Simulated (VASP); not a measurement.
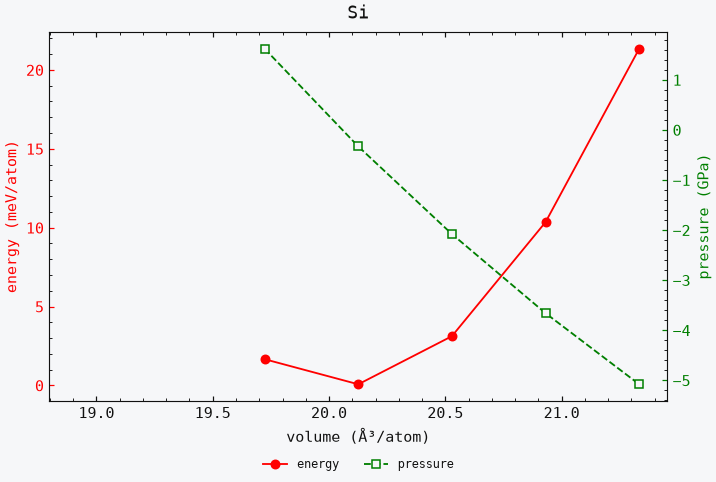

The picture above shows the energy and pressure against volume for Si, space group P6_3/mmc (No. 194).

Starting cell:
```xyz
4
Lattice="3.8313 0.0000 0.0000 -1.9157 3.3180 0.0000 0.0000 0.0000 6.3326" Properties=species:S:1:pos:R:3 pbc="T T T"
Si    1.9157    1.1060    5.9336
Si    0.0000    2.2120    2.7673
Si    1.9157    1.1060    3.5653
Si    0.0000    2.2120    0.3990
```

Method: plane-wave DFT, no spin polarisation; energies at scaled volumes of the given cell, shape and fractions fixed, counted from the fit's minimum, third-order Birch-Murnaghan fit (VASP 6.6.1). Level: PBEsol.

```
       setting                                 value
        k mesh                                 8×8×4
   occupations                           Fermi–Dirac
smearing width                               0.05 eV
    potentials  VASP PAW PBE potentials, recommended
   wave cutoff                                520 eV
```

The points at volume 18.92 Å³/atom and 19.32 Å³/atom are left out of the plot. What values does the calculation give there?

```tsv
volume (Å³/atom)	energy (meV/atom)	pressure (GPa)
18.92	20.91	6.18
19.32	8.42	3.78
```

Note: shape and atomic fractions are frozen while scaling, which makes layered, chain and framework solids too stiff.
